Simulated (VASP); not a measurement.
AlP: workfunction calculation (part 2 of 2)

AlP (slab, 24 atoms in the cell); Kohn-Sham DFT of a periodic cell, PBEsol, VASP PAW PBE potentials, recommended, no spin polarisation (VASP 6.6.1); cutoff 520 eV, 4×6×1 k-mesh, Gaussian smearing of 0.05 eV. The structure derives from an entry of the Crystallography Open Database.

Geometry of the input (Å; fractional positions):
```
5.4510  0.0000  0.0000
0.0000  3.8544  0.0000
0.0000  0.0000  37.1994
Al 0.5664  0.5000  0.2258
Al 0.9874  0.0000  0.2630
Al 0.4916  0.5000  0.3183
Al 0.9905  0.0000  0.3694
Al 0.4919  0.5000  0.4221
Al 0.9917  0.0000  0.4738
Al 0.4917  0.5000  0.5262
Al 0.9919  0.0000  0.5779
Al 0.4905  0.5000  0.6306
Al 0.9916  0.0000  0.6817
Al 0.4874  0.5000  0.7370
Al 0.0664  0.0000  0.7742
P  0.7694  0.0000  0.2082
P  0.2389  0.5000  0.2661
P  0.7451  0.0000  0.3168
P  0.2417  0.5000  0.3701
P  0.7427  0.0000  0.4217
P  0.2425  0.5000  0.4741
P  0.7425  0.0000  0.5259
P  0.2427  0.5000  0.5783
P  0.7417  0.0000  0.6299
P  0.2451  0.5000  0.6832
P  0.7389  0.0000  0.7339
P  0.2694  0.5000  0.7918
```

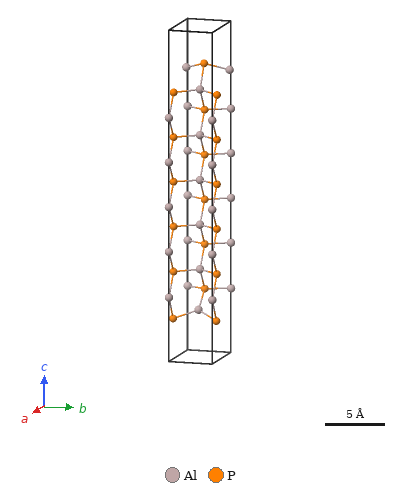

The input geometry (ball-and-stick view of the cell of the calculation, with the vacuum cut short, seen slightly off an axis). An atom can appear more than once, as a periodic image.

**Parts of OUTCAR, continued**
```
 k-point     1 :       0.0000    0.0000    0.0000
  band No.  band energies     occupation
      1     -10.7766      2.00000
      2     -10.6404      2.00000
      3     -10.4258      2.00000
      4     -10.1260      2.00000
      5      -9.7446      2.00000
      6      -9.3225      2.00000
      7      -8.9565      2.00000
      8      -8.6798      2.00000
      9      -8.5095      2.00000
     10      -8.4521      2.00000
     11      -8.3932      2.00000
     12      -8.3925      2.00000
     13      -4.5942      2.00000
     14      -4.5022      2.00000
     15      -4.3603      2.00000
     16      -4.1836      2.00000
     17      -3.9307      2.00000
     18      -3.5438      2.00000
     19      -3.1352      2.00000
     20      -2.9161      2.00000
     21      -2.7000      2.00000
     22      -2.5046      2.00000
     23      -2.4590      2.00000
     24      -2.2205      2.00000
     25      -1.8413      2.00000
     26      -1.7966      2.00000
     27      -1.6467      2.00000
     28      -1.3794      2.00000
     29      -1.3610      2.00000
     30      -1.2486      2.00000
     31      -1.0807      2.00000
     32      -1.0003      2.00000
     33      -0.9458      2.00000
     34      -0.8480      2.00000
     35      -0.5519      2.00000
     36      -0.3475      2.00000
     37      -0.2919      2.00000
     38      -0.2310      2.00000
     39       0.0488      2.00000
     40       0.2103      2.00000
     41       0.2875      2.00000
     42       0.2877      2.00000
     43       0.4793      2.00000
     44       0.5633      2.00000
     45       0.6158      2.00000
     46       0.6391      2.00000
     47       0.6952      2.00000
     48       0.7190      2.00000
     49       2.2407      0.00000
     50       2.4705      0.00000
     51       2.7697      0.00000
     52       3.1522      0.00000
     53       3.1650      0.00000
     54       3.4343      0.00000
     55       3.6000      0.00000
     56       3.8241      0.00000
     57       3.8886      0.00000
     58       4.1789      0.00000
     59       4.5459      0.00000
     60       4.5547      0.00000

 k-point     2 :       0.2500    0.0000    0.0000
  band No.  band energies     occupation
      1     -10.5458      2.00000
      2     -10.4148      2.00000
      3     -10.2111      2.00000
      4      -9.9328      2.00000
      5      -9.5914      2.00000
      6      -9.2381      2.00000
      7      -8.9869      2.00000
      8      -8.9785      2.00000
      9      -8.9201      2.00000
     10      -8.8756      2.00000
     11      -8.7353      2.00000
     12      -8.7305      2.00000
     13      -4.5233      2.00000
     14      -4.5024      2.00000
     15      -4.2306      2.00000
     16      -4.2176      2.00000
     17      -3.9719      2.00000
     18      -3.8578      2.00000
     19      -3.7333      2.00000
     20      -3.1608      2.00000
     21      -2.5749      2.00000
     22      -2.0488      2.00000
     23      -1.8857      2.00000
     24      -1.8673      2.00000
     25      -1.5504      2.00000
     26      -1.4836      2.00000
     27      -1.4108      2.00000
     28      -1.1487      2.00000
     29      -1.1244      2.00000
     30      -1.0436      2.00000
     31      -0.8897      2.00000
     32      -0.8416      2.00000
     33      -0.6815      2.00000
     34      -0.6752      2.00000
     35      -0.4257      2.00000
     36      -0.3112      2.00000
     37      -0.2471      2.00000
     38      -0.1644      2.00000
     39       0.0396      2.00000
     40       0.0930      2.00000
     41       0.1796      2.00000
     42       0.2533      2.00000
     43       0.2549      2.00000
     44       0.2921      2.00000
     45       0.2972      2.00000
     46       0.3080      2.00000
     47       0.4240      2.00000
     48       0.4759      2.00000
     49       2.6078      0.00000
     50       2.8179      0.00000
     51       3.1184      0.00000
     52       3.4792      0.00000
     53       3.5074      0.00000
     54       3.6524      0.00000
     55       3.8330      0.00000
     56       3.8885      0.00000
     57       4.0196      0.00000
     58       4.0514      0.00000
     59       4.1135      0.00000
     60       4.2738      0.00000

 k-point     3 :       0.5000    0.0000    0.0000
  band No.  band energies     occupation
      1      -9.8935      2.00000
      2      -9.8935      2.00000
      3      -9.7811      2.00000
      4      -9.7811      2.00000
      5      -9.6175      2.00000
      6      -9.6175      2.00000
      7      -9.4210      2.00000
      8      -9.4210      2.00000
      9      -9.2302      2.00000
     10      -9.2302      2.00000
     11      -8.9432      2.00000
     12      -8.9432      2.00000
     13      -4.7567      2.00000
     14      -4.7567      2.00000
     15      -4.3799      2.00000
     16      -4.3799      2.00000
     17      -3.8149      2.00000
     18      -3.8149      2.00000
     19      -3.1583      2.00000
     20      -3.1583      2.00000
     21      -2.5443      2.00000
     22      -2.5443      2.00000
     23      -2.0333      2.00000
     24      -2.0333      2.00000
     25      -0.6794      2.00000
     26      -0.6794      2.00000
     27      -0.6062      2.00000
     28      -0.6062      2.00000
     29      -0.5534      2.00000
     30      -0.5534      2.00000
     31      -0.4770      2.00000
     32      -0.4770      2.00000
     33      -0.4613      2.00000
     34      -0.4613      2.00000
     35      -0.3697      2.00000
     36      -0.3697      2.00000
     37      -0.3172      2.00000
     38      -0.3172      2.00000
     39      -0.2406      2.00000
     40      -0.2406      2.00000
     41      -0.1448      2.00000
     42      -0.1448      2.00000
     43      -0.1176      2.00000
     44      -0.1176      2.00000
     45      -0.0031      2.00000
     46      -0.0031      2.00000
     47       0.2934      2.00000
     48       0.2934      2.00000
     49       3.2025      0.00000
     50       3.2025      0.00000
     51       3.5699      0.00000
     52       3.5699      0.00000
     53       3.6775      0.00000
     54       3.6775      0.00000
     55       3.8588      0.00000
     56       3.8588      0.00000
     57       4.0021      0.00000
     58       4.0021      0.00000
     59       4.1318      0.00000
     60       4.1318      0.00000

 k-point     4 :       0.0000    0.1667    0.0000
  band No.  band energies     occupation
      1     -10.5707      2.00000
      2     -10.4360      2.00000
      3     -10.2246      2.00000
      4      -9.9308      2.00000
      5      -9.5594      2.00000
      6      -9.1523      2.00000
      7      -8.8073      2.00000
      8      -8.5624      2.00000
      9      -8.4393      2.00000
     10      -8.4313      2.00000
     11      -8.3410      2.00000
     12      -8.3363      2.00000
     13      -4.4487      2.00000
     14      -4.3737      2.00000
     15      -4.2704      2.00000
     16      -4.1523      2.00000
     17      -3.9502      2.00000
     18      -3.5936      2.00000
     19      -3.1855      2.00000
     20      -2.8381      2.00000
     21      -2.5288      2.00000
     22      -2.4573      2.00000
     23      -2.4521      2.00000
     24      -2.2639      2.00000
     25      -2.1872      2.00000
     26      -2.0349      2.00000
     27      -2.0288      2.00000
     28      -1.8021      2.00000
     29      -1.7944      2.00000
     30      -1.7130      2.00000
     31      -1.5211      2.00000
     32      -1.3662      2.00000
     33      -1.3372      2.00000
     34      -1.1119      2.00000
     35      -1.0695      2.00000
     36      -0.9426      2.00000
     37      -0.7836      2.00000
     38      -0.6513      2.00000
     39      -0.5423      2.00000
     40      -0.5399      2.00000
     41      -0.3368      2.00000
     42      -0.3093      2.00000
     43      -0.1526      2.00000
     44      -0.0839      2.00000
     45       0.1292      2.00000
     46       0.1657      2.00000
     47       0.3202      2.00000
     48       0.5063      2.00000
     49       2.7851      0.00000
     50       3.1390      0.00000
     51       3.6161      0.00000
     52       4.0202      0.00000
     53       4.0621      0.00000
     54       4.0752      0.00000
     55       4.1297      0.00000
     56       4.1506      0.00000
     57       4.4047      0.00000
     58       4.4994      0.00000
     59       4.5024      0.00000
     60       4.5548      0.00000

 k-point     5 :       0.2500    0.1667    0.0000
  band No.  band energies     occupation
      1     -10.3489      2.00000
      2     -10.2194      2.00000
      3     -10.0189      2.00000
      4      -9.7465      2.00000
      5      -9.4148      2.00000
      6      -9.0761      2.00000
      7      -8.8969      2.00000
      8      -8.8449      2.00000
      9      -8.8186      2.00000
     10      -8.7678      2.00000
     11      -8.6016      2.00000
     12      -8.6015      2.00000
     13      -4.3891      2.00000
     14      -4.3720      2.00000
     15      -4.1503      2.00000
     16      -4.1081      2.00000
     17      -3.9950      2.00000
     18      -3.9647      2.00000
     19      -3.6687      2.00000
     20      -3.1494      2.00000
     21      -2.6857      2.00000
     22      -2.3542      2.00000
     23      -2.2054      2.00000
     24      -2.2049      2.00000
     25      -2.0081      2.00000
     26      -1.8864      2.00000
     27      -1.8039      2.00000
     28      -1.6566      2.00000
     29      -1.6238      2.00000
     30      -1.5153      2.00000
     31      -1.2666      2.00000
     32      -1.2376      2.00000
     33      -1.1594      2.00000
     34      -1.0698      2.00000
     35      -0.8736      2.00000
     36      -0.8526      2.00000
     37      -0.7562      2.00000
     38      -0.7281      2.00000
     39      -0.6559      2.00000
     40      -0.6557      2.00000
     41      -0.4816      2.00000
     42      -0.4350      2.00000
     43      -0.1514      2.00000
     44      -0.0606      2.00000
     45       0.2810      2.00000
     46       0.3102      2.00000
     47       0.4957      2.00000
     48       0.5166      2.00000
     49       3.0727      0.00000
     50       3.2735      0.00000
     51       3.7139      0.00000
     52       3.9868      0.00000
     53       3.9990      0.00000
     54       4.0731      0.00000
     55       4.2877      0.00000
     56       4.3154      0.00000
     57       4.4288      0.00000
     58       4.5234      0.00000
     59       4.7602      0.00000
     60       4.7732      0.00000

 [... the levels of 6 k-points are left out ...]

 k-point    12 :       0.5000    0.5000    0.0000
  band No.  band energies     occupation
      1      -9.0884      2.00000
      2      -9.0884      2.00000
      3      -8.9819      2.00000
      4      -8.9819      2.00000
      5      -8.8244      2.00000
      6      -8.8244      2.00000
      7      -8.6456      2.00000
      8      -8.6456      2.00000
      9      -8.4840      2.00000
     10      -8.4840      2.00000
     11      -8.1152      2.00000
     12      -8.1152      2.00000
     13      -4.9165      2.00000
     14      -4.9165      2.00000
     15      -4.7675      2.00000
     16      -4.7675      2.00000
     17      -4.5674      2.00000
     18      -4.5674      2.00000
     19      -4.3451      2.00000
     20      -4.3451      2.00000
     21      -4.1837      2.00000
     22      -4.1837      2.00000
     23      -4.0395      2.00000
     24      -4.0395      2.00000
     25      -2.5441      2.00000
     26      -2.5441      2.00000
     27      -2.4456      2.00000
     28      -2.4456      2.00000
     29      -1.9988      2.00000
     30      -1.9988      2.00000
     31      -1.9463      2.00000
     32      -1.9463      2.00000
     33      -1.5008      2.00000
     34      -1.5008      2.00000
     35      -1.3263      2.00000
     36      -1.3263      2.00000
     37      -0.9987      2.00000
     38      -0.9987      2.00000
     39      -0.6579      2.00000
     40      -0.6579      2.00000
     41      -0.4967      2.00000
     42      -0.4967      2.00000
     43      -0.2489      2.00000
     44      -0.2489      2.00000
     45      -0.0852      2.00000
     46      -0.0852      2.00000
     47       0.3215      2.00000
     48       0.3215      2.00000
     49       2.9392      0.00000
     50       2.9392      0.00000
     51       3.7392      0.00000
     52       3.7392      0.00000
     53       4.2119      0.00000
     54       4.2119      0.00000
     55       4.5496      0.00000
     56       4.5496      0.00000
     57       4.7108      0.00000
     58       4.7108      0.00000
     59       4.8035      0.00000
     60       4.8035      0.00000
 [bands above 60 left out]

------------------------ aborting loop because EDIFF is reached ----------------------------------------

  FORCE on cell =-STRESS in cart. coord.  units (eV):
  Direction    XX          YY          ZZ          XY          YZ          ZX
  --------------------------------------------------------------------------------------
  -------------------------------------------------------------------------------------
  Total        0.3325355     -0.0870719      0.0578956      0.0000000      0.0000000      0.0000000
  in kB        0.6816716     -0.1784906      0.1186813      0.0000000      0.0000000      0.0000000
  external PRESSURE =       0.2072874 kB  Pullay stress =       0.0000000 kB

 VOLUME and BASIS-vectors are now :
 -----------------------------------------------------------------------------
  energy-cutoff  :      520.00
  volume of cell :      781.58
      direct lattice vectors                 reciprocal lattice vectors
     5.451000000  0.000000000  0.000000000     0.183452578  0.000000000  0.000000000
     0.000000000  3.854439064  0.000000000     0.000000000  0.259441123  0.000000000
     0.000000000  0.000000000 37.199414853     0.000000000  0.000000000  0.026882143

 POSITION                                       TOTAL-FORCE (eV/Angst)
 -----------------------------------------------------------------------------------
      3.08759      1.92722      8.40094        -0.003364      0.000000     -0.001635
      5.38230      0.00000      9.78477        -0.002005      0.000000     -0.002537
      2.67983      1.92722     11.84202         0.004336      0.000000     -0.004997
      5.39931      0.00000     13.73970         0.002304      0.000000     -0.010561
      2.68161      1.92722     15.70111         0.001192      0.000000     -0.003739
      5.40599      0.00000     17.62525        -0.002888      0.000000      0.000122
      2.68049      1.92722     19.57417        -0.002888      0.000000     -0.000122
      5.40711      0.00000     21.49830         0.001192      0.000000      0.003739
      2.67381      1.92722     23.45971         0.002304      0.000000      0.010561
      5.40533      0.00000     25.35740         0.004336      0.000000      0.004997
      2.65680      1.92722     27.41464        -0.002005      0.000000      0.002537
      0.36209      0.00000     28.79848        -0.003364      0.000000      0.001635
      4.19387      0.00000      7.74402         0.000810      0.000000      0.002862
      1.30210      1.92722      9.89784        -0.000101      0.000000      0.006799
      4.06169      0.00000     11.78526         0.002155      0.000000      0.000211
      1.31762      1.92722     13.76887        -0.003037      0.000000     -0.004060
      4.04869      0.00000     15.68603        -0.000482      0.000000      0.002871
      1.32190      1.92722     17.63609         0.001080      0.000000      0.001681
      4.04740      0.00000     19.56332         0.001080      0.000000     -0.001681
      1.32319      1.92722     21.51339        -0.000482      0.000000     -0.002871
      4.04312      0.00000     23.43055        -0.003037      0.000000      0.004060
      1.33619      1.92722     25.41416         0.002155      0.000000     -0.000211
      4.02760      0.00000     27.30158        -0.000101      0.000000     -0.006799
      1.46837      1.92722     29.45539         0.000810      0.000000     -0.002862
 -----------------------------------------------------------------------------------
    total drift:                                0.000104     -0.000000     -0.000001

  FREE ENERGIE OF THE ION-ELECTRON SYSTEM (eV)
  ---------------------------------------------------
  free  energy   TOTEN  =      -129.3262667655 eV

  energy  without entropy=     -129.3262667655  energy(sigma->0) =     -129.32626677

 vacuum level on the upper side and lower side of the slab         6.402         6.402
```

**CONTCAR**
```
AlP
   1.00000000000000
     5.4509999999999996    0.0000000000000000    0.0000000000000000
     0.0000000000000000    3.8544390640000001    0.0000000000000000
     0.0000000000000000    0.0000000000000000   37.1994148530000004
  Al              P
    12    12
Direct
     0.5664258877628185    0.5000000000000000    0.2258352302122830
     0.9873967748917778    0.0000000000000000    0.2630356965854759
     0.4916223986426331    0.5000000000000000    0.3183388133794693
     0.9905172704407192    0.0000000000000000    0.3693526652719257
     0.4919474854235801    0.5000000000000000    0.4220795259070584
     0.9917427912372148    0.0000000000000000    0.4738043928496225
     0.4917427912372148    0.5000000000000000    0.5261956071503775
     0.9919474854235801    0.0000000000000000    0.5779204740929416
     0.4905172704407192    0.5000000000000000    0.6306473347280743
     0.9916223986426331    0.0000000000000000    0.6816611866205307
     0.4873967748917778    0.5000000000000000    0.7369643034145241
     0.0664258877628185    0.0000000000000000    0.7741647697877170
     0.7693767229095840    0.0000000000000000    0.2081759713934304
     0.2388736254177815    0.5000000000000000    0.2660750720420850
     0.7451269198260775    0.0000000000000000    0.3168129784643909
     0.2417211235567436    0.5000000000000000    0.3701366251727904
     0.7427424519801775    0.0000000000000000    0.4216740641046854
     0.2425065479108852    0.5000000000000000    0.4740959433983321
     0.7425065479108852    0.0000000000000000    0.5259040566016679
     0.2427424519801775    0.5000000000000000    0.5783259358953146
     0.7417211235567436    0.0000000000000000    0.6298633748272096
     0.2451269198260775    0.5000000000000000    0.6831870215356091
     0.7388736254177815    0.0000000000000000    0.7339249279579150
     0.2693767229095840    0.5000000000000000    0.7918240286065696

  0.00000000E+00  0.00000000E+00  0.00000000E+00
  0.00000000E+00  0.00000000E+00  0.00000000E+00
  0.00000000E+00  0.00000000E+00  0.00000000E+00
  0.00000000E+00  0.00000000E+00  0.00000000E+00
  0.00000000E+00  0.00000000E+00  0.00000000E+00
  0.00000000E+00  0.00000000E+00  0.00000000E+00
  0.00000000E+00  0.00000000E+00  0.00000000E+00
  0.00000000E+00  0.00000000E+00  0.00000000E+00
  0.00000000E+00  0.00000000E+00  0.00000000E+00
  0.00000000E+00  0.00000000E+00  0.00000000E+00
  0.00000000E+00  0.00000000E+00  0.00000000E+00
  0.00000000E+00  0.00000000E+00  0.00000000E+00
  0.00000000E+00  0.00000000E+00  0.00000000E+00
  0.00000000E+00  0.00000000E+00  0.00000000E+00
  0.00000000E+00  0.00000000E+00  0.00000000E+00
  0.00000000E+00  0.00000000E+00  0.00000000E+00
  0.00000000E+00  0.00000000E+00  0.00000000E+00
  0.00000000E+00  0.00000000E+00  0.00000000E+00
  0.00000000E+00  0.00000000E+00  0.00000000E+00
  0.00000000E+00  0.00000000E+00  0.00000000E+00
  0.00000000E+00  0.00000000E+00  0.00000000E+00
  0.00000000E+00  0.00000000E+00  0.00000000E+00
  0.00000000E+00  0.00000000E+00  0.00000000E+00
  0.00000000E+00  0.00000000E+00  0.00000000E+00
```

**Key numbers**

| quantity | value |
| --- | --- |
| outcome | converged |
| electrons treated | 96 |
| free energy | −129.3263 eV |
| gap on the k-point mesh | 1.07 eV |
| largest force (length of the vector) | 0.011 eV/Å |
| wall time | 5.5 min (CPU time 44 min) |
| peak memory | 0.95 GiB |
